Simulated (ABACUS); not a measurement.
## Run report: C, band-structure run

- system: C (Fd-3m, 2 atoms in the cell)
- method: Kohn-Sham DFT of a periodic cell, RPBE, PseudoDojo NC SR 0.5 PBE standard, no spin polarisation (ABACUS 3.10.1)

The structure derives from an entry of the Crystallography Open Database. It belongs to a series of runs on one base structure; here: bands on the converged density.

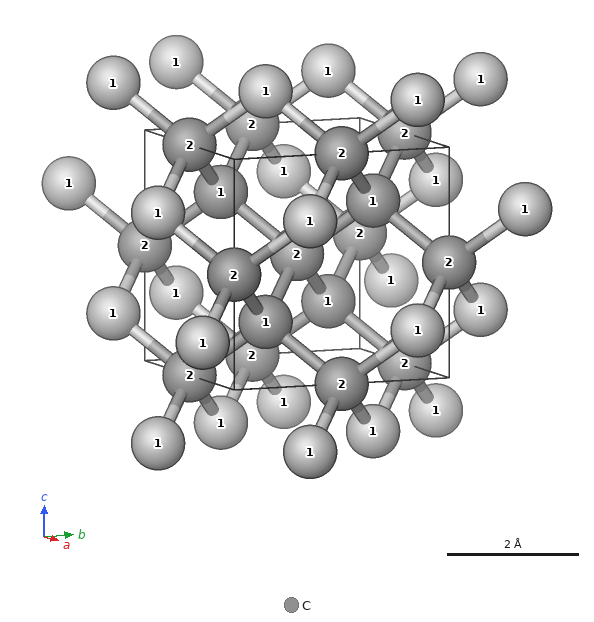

Fig. 1: The structure as given in the input (ball-and-stick view of the cell 4 times as large as that of the calculation, set on its symmetry axes, seen slightly off an axis; neighbours outside the cell are drawn fainter; atoms are numbered from 1 in the order of the input). Near neighbours in the crystal (not all of them lie inside the picture): C has 4 C at 1.54 Å.

## Input
```
INPUT_PARAMETERS
suffix              C
calculation         nscf
basis_type          pw
pseudo_dir          ./
symmetry            -1
dft_functional      GGA_X_RPBE+GGA_C_PBE
ecutwfc             82.0
pseudo_rcut         10
nspin               1
nbands              14
ks_solver           dav
smearing_method     fd
smearing_sigma      0.00367493
scf_thr             1e-08
scf_nmax            100
mixing_type         broyden
mixing_beta         0.7
init_chg            file
pw_diag_thr         1e-07
out_band            1
kpar                4
```

## File STRU
```
ATOMIC_SPECIES
C 12.0110 C.upf

LATTICE_CONSTANT
4.7660140852

LATTICE_VECTORS
0.0000000000 0.7071067812 0.7071067812
0.7071067812 0.0000000000 0.7071067812
0.7071067812 0.7071067812 0.0000000000

ATOMIC_POSITIONS
Cartesian

C
0.0
2
1.0606601718 1.0606601718 1.0606601718 1 1 1
0.7071067812 0.7071067812 0.7071067812 1 1 1
```

## File KPT
```
K_POINTS
12
Line
0.00000000 0.00000000 0.00000000 10 // G
0.50000000 0.00000000 0.50000000 10 // X
0.50000000 0.25000000 0.75000000 10 // W
0.37500000 0.37500000 0.75000000 10 // K
0.00000000 0.00000000 0.00000000 10 // G
0.50000000 0.50000000 0.50000000 10 // L
0.62500000 0.25000000 0.62500000 10 // U
0.50000000 0.25000000 0.75000000 10 // W
0.50000000 0.50000000 0.50000000 10 // L
0.37500000 0.37500000 0.75000000 1 // K
0.62500000 0.25000000 0.62500000 10 // U
0.50000000 0.00000000 0.50000000 1 // X
```

Run on 4 threads of Intel Xeon (Granite Rapids), 16 GiB of memory available, shared host.

Launched with:
```bash
OMP_NUM_THREADS=1 mpirun -np 4 abacus > log
```

## What the program printed
```
ABACUS v3.10.1

               Atomic-orbital Based Ab-initio Computation at UStc

 ------------------------------------------------------------------------------------

 READING GENERAL INFORMATION
                           global_out_dir = OUT.C/
                           global_in_card = INPUT
                               pseudo_dir = ./
                              orbital_dir =
                                    DSIZE = 4
                                    GSIZE = 1

 READING UNITCELL INFORMATION
                                    ntype = 1
                  lattice constant (Bohr) = 4.76601
              lattice constant (Angstrom) = 2.52207

 READING ATOM TYPE 1
                               atom label = C
                      L=0, number of zeta = 1
                      L=1, number of zeta = 1
                      L=2, number of zeta = 1
             number of atom for this type = 2

                        TOTAL ATOM NUMBER = 2
CARTESIAN COORDINATES ( UNIT =       4.766014085200 Bohr ).
    atom                   x                   y                   z     mag                  vx                  vy                  vz
tauc_C1            1.0606601718        1.0606601718        1.0606601718  0.0000        0.0000000000        0.0000000000        0.0000000000
tauc_C2            0.7071067812        0.7071067812        0.7071067812  0.0000        0.0000000000        0.0000000000        0.0000000000

                          Volume (Bohr^3) = 76.551
                             Volume (A^3) = 11.3437

 Lattice vectors: (Cartesian coordinate: in unit of a_0)
                   +0           +0.707107           +0.707107
            +0.707107                  +0           +0.707107
            +0.707107           +0.707107                  +0
 Reciprocal vectors: (Cartesian coordinate: in unit of 2 pi/a_0)
            -0.707107           +0.707107           +0.707107
            +0.707107           -0.707107           +0.707107
            +0.707107           +0.707107           -0.707107
 The esolver type has been set to : ksdft_pw

                PAO radial cut off (Bohr) = 10

 Read in pseudopotential file is C.upf
                     pseudopotential type = NC
          exchange-correlation functional = PBE
                 nonlocal core correction = 1
                        valence electrons = 4
                                     lmax = 1
                           number of zeta = 2
                     number of projectors = 4
                           L of projector = 0
                           L of projector = 0
                           L of projector = 1
                           L of projector = 1
 XC functional updated to : GGA_X_RPBE+GGA_C_PBE
          exchange-correlation functional = GGA_X_RPBE+GGA_C_PBE
     initial pseudo atomic orbital number = 8

 SETUP THE ELECTRONS NUMBER
             electron number of element C = 4
       total electron number of element C = 8
            AUTOSET number of electrons:  = 8
                           occupied bands = 4
                                   NBANDS = 14
                                   NLOCAL = 18

 SETUP THE PLANE WAVE BASIS
 energy cutoff for charge/potential (unit:Ry) = 328
            fft grid for charge/potential = [ 27, 27, 27 ]
                        fft grid division = [ 1, 1, 1 ]
        big fft grid for charge/potential = [ 27, 27, 27 ]
                                     nbxx = 19683
                                     nrxx = 19683

 SETUP PLANE WAVES FOR CHARGE/POTENTIAL
                    number of plane waves = 7727
                         number of sticks = 511

 PARALLEL PW FOR CHARGE/POTENTIAL
     PROC   COLUMNS(POT)             PW
        1            511           7727
 --------------- sum -------------------
        1            511           7727
                            number of |g| = 128
                                  max |g| = 188
                                  min |g| = 0

----------- Double Check Mixing Parameters Begin ------------
mixing_type: broyden
mixing_beta: 0.7
mixing_gg0: 1
mixing_gg0_min: 0.1
mixing_ndim: 8
----------- Double Check Mixing Parameters End ------------

 SETUP K-POINTS
                                    nspin = 1
                                   nkstot = 102
K-POINTS DIRECT COORDINATES
 KPOINTS    DIRECT_X    DIRECT_Y    DIRECT_Z  WEIGHT
       1  0.00000000  0.00000000  0.00000000  1.0000
       2  0.05000000  0.00000000  0.05000000  1.0000
       3  0.10000000  0.00000000  0.10000000  1.0000
       4  0.15000000  0.00000000  0.15000000  1.0000
       5  0.20000000  0.00000000  0.20000000  1.0000
       6  0.25000000  0.00000000  0.25000000  1.0000
       7  0.30000000  0.00000000  0.30000000  1.0000
       8  0.35000000  0.00000000  0.35000000  1.0000
       9  0.40000000  0.00000000  0.40000000  1.0000
      10  0.45000000  0.00000000  0.45000000  1.0000
      11  0.50000000  0.00000000  0.50000000  1.0000
      12  0.50000000  0.02500000  0.52500000  1.0000
      13  0.50000000  0.05000000  0.55000000  1.0000
      14  0.50000000  0.07500000  0.57500000  1.0000
      15  0.50000000  0.10000000  0.60000000  1.0000
      16  0.50000000  0.12500000  0.62500000  1.0000
      17  0.50000000  0.15000000  0.65000000  1.0000
      18  0.50000000  0.17500000  0.67500000  1.0000
      19  0.50000000  0.20000000  0.70000000  1.0000
      20  0.50000000  0.22500000  0.72500000  1.0000
      21  0.50000000  0.25000000  0.75000000  1.0000
      22  0.48750000  0.26250000  0.75000000  1.0000
      23  0.47500000  0.27500000  0.75000000  1.0000
      24  0.46250000  0.28750000  0.75000000  1.0000
      25  0.45000000  0.30000000  0.75000000  1.0000
      26  0.43750000  0.31250000  0.75000000  1.0000
      27  0.42500000  0.32500000  0.75000000  1.0000
      28  0.41250000  0.33750000  0.75000000  1.0000
      29  0.40000000  0.35000000  0.75000000  1.0000
      30  0.38750000  0.36250000  0.75000000  1.0000
[... 72 further k points ...]

           k-point number in this process = 26
       minimum distributed K point number = 25

[... K-POINTS CARTESIAN COORDINATES: 26 rows ...]

[... K-POINTS DIRECT COORDINATES: 26 rows ...]

 SETUP PLANE WAVES FOR WAVE FUNCTIONS
     energy cutoff for wavefunc (unit:Ry) = 82
              fft grid for wave functions = [ 27, 27, 27 ]
                    number of plane waves = 1363
                         number of sticks = 163

 PARALLEL PW FOR WAVE FUNCTIONS
     PROC   COLUMNS(POT)             PW
        1            163           1363
 --------------- sum -------------------
        1            163           1363

 SETUP NONLOCAL PSEUDOPOTENTIALS IN PLANE WAVE BASIS
 C non-local projectors:
 projector 1 L=0
 projector 2 L=0
 projector 3 L=1
 projector 4 L=1
      TOTAL NUMBER OF NONLOCAL PROJECTORS = 16

 Init Non-Local PseudoPotential table :
 Init Non-Local-Pseudopotential done.

                                     npwx = 982

 Make real space PAO into reciprocal space.
       max mesh points in Pseudopotential = 1001
     dq(describe PAO in reciprocal space) = 0.01
                                    max q = 1091

 number of pseudo atomic orbitals for C is 2
WARNING: norm of atomic wavefunction # 2 of atomic type C is 0.999989, renormalized

 -------------------------------------------
 NONSELF-CONSISTENT
 -------------------------------------------
                                 init_chg = file
 try to read charge from file
 Read in the charge density: OUT.C//C-CHARGE-DENSITY.restart

 PW ALGORITHM --------------- ION=   1  ELEC=   1--------------------------------
 k(1/102) Iter steps (avg)=9 threshold=1e-07
 k(2/102) Iter steps (avg)=10 threshold=1e-07
 k(3/102) Iter steps (avg)=9 threshold=1e-07
 k(4/102) Iter steps (avg)=9 threshold=1e-07
 k(5/102) Iter steps (avg)=11 threshold=1e-07
 k(6/102) Iter steps (avg)=14 threshold=1e-07
 k(7/102) Iter steps (avg)=19 threshold=1e-07
 k(8/102) Iter steps (avg)=26 threshold=1e-07
 k(9/102) Iter steps (avg)=23 threshold=1e-07
 k(10/102) Iter steps (avg)=16 threshold=1e-07
 k(11/102) Iter steps (avg)=12 threshold=1e-07
 k(12/102) Iter steps (avg)=12 threshold=1e-07
 k(13/102) Iter steps (avg)=14 threshold=1e-07
 k(14/102) Iter steps (avg)=14 threshold=1e-07
 k(15/102) Iter steps (avg)=15 threshold=1e-07
 k(16/102) Iter steps (avg)=17 threshold=1e-07
 k(17/102) Iter steps (avg)=18 threshold=1e-07
 k(18/102) Iter steps (avg)=18 threshold=1e-07
 k(19/102) Iter steps (avg)=21 threshold=1e-07
 k(20/102) Iter steps (avg)=21 threshold=1e-07
 k(21/102) Iter steps (avg)=20 threshold=1e-07
 k(22/102) Iter steps (avg)=21 threshold=1e-07
 k(23/102) Iter steps (avg)=22 threshold=1e-07
 k(24/102) Iter steps (avg)=21 threshold=1e-07
 k(25/102) Iter steps (avg)=18 threshold=1e-07
 k(26/102) Iter steps (avg)=17 threshold=1e-07
[... levels at 26 k points of this process ...]

 Density error is 0.00000000000
                          Error Threshold = 1.00000000000e-07
----------------------------------------------------------
     Energy           Rydberg                 eV
----------------------------------------------------------
 E_KohnSham     -24.1287358054       -328.2882924906
 E_KS(sigma->0) -24.1287358054       -328.2882924905
 E_Harris       -24.1287358054       -328.2882924906
 E_band         2.5457275164         34.6363997788
 E_one_elec     8.1963990716         111.5177304560
 E_Hartree      1.9456697743         26.4721953563
 E_xc           -8.6961161489        -118.3167300942
 E_Ewald        -25.5746885025       -347.9614882087
 E_entropy(-TS) -0.0000000000        -0.0000000000
 E_descf        0.0000000000         0.0000000000
 E_exx          0.0000000000         0.0000000000
 E_Fermi        1.2185187720         16.5787984191
----------------------------------------------------------

 charge density convergence is achieved
 final etot is -328.28829249 eV
 EFERMI = 16.578798419 eV

 STATE ENERGY(eV) AND OCCUPATIONS    NSPIN == 1
 1/26 kpoint (Cartesian) = 0.0000 0.0000 0.0000 (941 pws)
       1       -8.08150      0.0196078
       2        13.3697      0.0196078
       3        13.3697      0.0196078
       4        13.3697      0.0196078
       5        19.0068    1.59525e-23
       6        19.0068    1.59522e-23
       7        19.0068    1.59519e-23
       8        26.7281        0.00000
       9        32.8727        0.00000
      10        40.2520        0.00000
      11        40.2520        0.00000
      12        41.1344        0.00000
      13        41.1344        0.00000
      14        41.1344        0.00000

 2/26 kpoint (Cartesian) = 0.0000 0.070711 0.0000 (941 pws)
       1       -7.98936      0.0196078
       2        13.0019      0.0196078
       3        13.0019      0.0196078
       4        13.1428      0.0196078
       5        18.9364    6.52136e-23
       6        19.4540    2.08447e-27
       7        19.4540    2.08442e-27
       8        26.7954        0.00000
       9        33.0329        0.00000
      10        37.7745        0.00000
      11        40.3691        0.00000
      12        41.3511        0.00000
      13        41.3511        0.00000
      14        43.3588        0.00000

 3/26 kpoint (Cartesian) = 0.0000 0.14142 0.0000 (937 pws)
       1       -7.71341      0.0196078
       2        12.1461      0.0196078
       3        12.1461      0.0196078
       4        12.4980      0.0196078
       5        18.7429    3.12606e-21
       6        20.5453    6.91558e-37
       7        20.5453    6.91527e-37
       8        26.8464        0.00000
       9        33.4855        0.00000
      10        35.2850        0.00000
      11        40.7205        0.00000
      12        41.9975        0.00000
      13        41.9975        0.00000
      14        45.1310        0.00000

 4/26 kpoint (Cartesian) = 0.0000 0.21213 0.0000 (950 pws)
       1       -7.25502      0.0196078
       2        11.1373      0.0196078
       3        11.1373      0.0196078
       4        11.5156      0.0196078
       5        18.4710    7.19136e-19
       6        21.9388    5.44026e-49
       7        21.9388    5.44026e-49
       8        26.4558    3.17646e-88
       9        33.6893        0.00000
      10        34.1551        0.00000
      11        41.3060        0.00000
      12        43.0596        0.00000
      13        43.0596        0.00000
      14        46.4071        0.00000

 5/26 kpoint (Cartesian) = 0.0000 0.28284 0.0000 (966 pws)
       1       -6.61669      0.0196078
       2        10.1456      0.0196078
       3        10.1456      0.0196078
       4        10.2780      0.0196078
       5        18.1757    2.64276e-16
       6        23.4535    3.79668e-62
       7        23.4535    3.79667e-62
       8        25.3251    2.10516e-78
       9        33.2596        0.00000
      10        34.9362        0.00000
      11        42.1257        0.00000
      12        44.4992        0.00000
      13        44.4992        0.00000
      14        47.7274        0.00000

 6/26 kpoint (Cartesian) = 0.0000 0.35355 0.0000 (982 pws)
       1       -5.80227      0.0196078
       2        8.85037      0.0196078
       3        9.24765      0.0196078
       4        9.24765      0.0196078
       5        17.9086    5.51996e-14
       6        23.7729    6.38451e-65
       7        24.9958    1.52543e-75
       8        24.9958    1.52543e-75
       9        33.6151        0.00000
      10        35.7104        0.00000
      11        43.1794        0.00000
      12        46.2065        0.00000
      13        46.2065        0.00000
      14        49.3274        0.00000

[... levels at 20 further k points ...]

 --------------------------------------------
 !FINAL_ETOT_IS -328.2882924905559 eV
 --------------------------------------------

 Output bands in file: OUT.C/BANDS_1.dat
```

## Standard output
```
ABACUS v3.10.1

               Atomic-orbital Based Ab-initio Computation at UStc

 dft_functional readin is: GGA_X_RPBE+GGA_C_PBE
 dft_functional in pseudopot file is: PBE
 Please make sure this is what you need
 UNIFORM GRID DIM        : 27 * 27 * 27
 UNIFORM GRID DIM(BIG)   : 27 * 27 * 27
func,idGGA_X_RPBE 117
func,idGGA_C_PBE 130
 ---------------------------------------------------------
 ---------------------------------------------------------
 SPIN    KPOINTS         PROCESSORS  THREADS
 1       102             4           4
 ---------------------------------------------------------
 Use plane wave basis
 ---------------------------------------------------------
 ELEMENT NATOM       XC
 C       2
 ---------------------------------------------------------
 Initial plane wave basis and FFT box
 ---------------------------------------------------------
 -------------------------------------------
 NONSELF-CONSISTENT :
 -------------------------------------------
 START CHARGE      : file
 ITER       ETOT/eV          EDIFF/eV         DRHO     TIME/s
 DA1     -3.28288292e+02   0.00000000e+00   0.0000e+00   1.04
```

## Key numbers

- outcome: converged
- space group (tolerance 0.01 Å): Fd-3m (227)
- electrons treated: 8
- Fermi energy of the self-consistent step: 16.269 eV
- gap on the band path: 4.26 eV
- wall time: 1.3 s (CPU time 4.8 s)
- peak memory: 0.36 GiB
